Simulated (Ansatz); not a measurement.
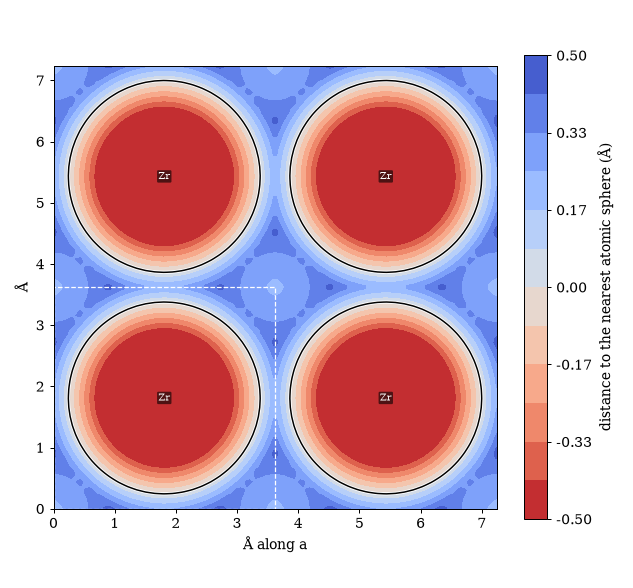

Map of the distance to the nearest atomic sphere in Zr in space group Im-3m, computed on the section z = 0.500 (parallel to a and b; the dashed line is one cell). The black line marks the spheres' surfaces; positive values are empty space; unlabelled circles belong to atoms above or below the section.

Atoms are hard spheres with touching radii (half the shortest distance): Zr 1.57 Å.

Source of the atomic positions: a calculation's input that goes back to an entry of the Crystallography Open Database (an earlier step may have relaxed or displaced it).

```cif
data_structure
_symmetry_space_group_name_H-M 'Im-3m'
_symmetry_Int_Tables_number 229
_cell_length_a 3.6200
_cell_length_b 3.6200
_cell_length_c 3.6200
_cell_angle_alpha 90.000
_cell_angle_beta 90.000
_cell_angle_gamma 90.000
_cell_volume 47.44
loop_
_atom_site_label
_atom_site_type_symbol
_atom_site_symmetry_multiplicity
_atom_site_Wyckoff_symbol
_atom_site_fract_x
_atom_site_fract_y
_atom_site_fract_z
_atom_site_occupancy
Zr1 Zr 2 a 0.00000 0.00000 0.00000 1
```

### Where is the largest hole in this section, and how large is it?

At 0.000, 0.250, 0.500 (fractional), where the distance reaches 0.46 Å; it is enclosed by 4 Zr in a tetrahedral arrangement. It is the largest hole of the crystal.

### How much of the crystal lies outside the spheres?

About 32 % of the cell's volume, and 42 % of this section's area.

### What can pass through?

The largest sphere that fits anywhere has a diameter of 0.91 Å; the largest that can travel through the crystal, about 0.7 Å.
